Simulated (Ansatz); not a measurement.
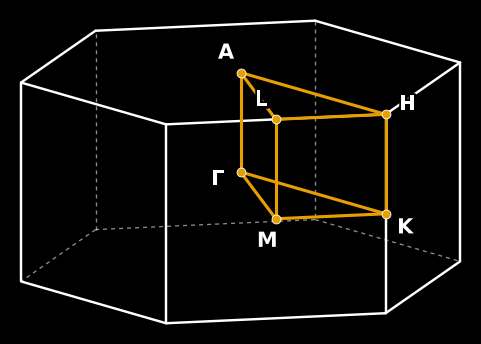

For SiO2, a calculation's input that goes back to an entry of the Crystallography Open Database (an earlier step may have relaxed or displaced it): the figure shows the first Brillouin zone with its special points and a band path. All values are computed from the atomic coordinates in the standard setting (tolerance 0.002 Å).

Labels and path follow the convention of Hinuma et al. (2017), as computed by seekpath.

### Name the Bravais lattice of the crystal.

A primitive hexagonal lattice (hP; extended symbol hP2). The zone is a hexagonal prism in its combinatorial type: 8 faces (6 with 4 edges, 2 with 6 edges), 18 edges, 12 vertices.

### Write the standard path through the labelled points.

Γ–M–K–Γ–A–L–H–A | L–M | H–K
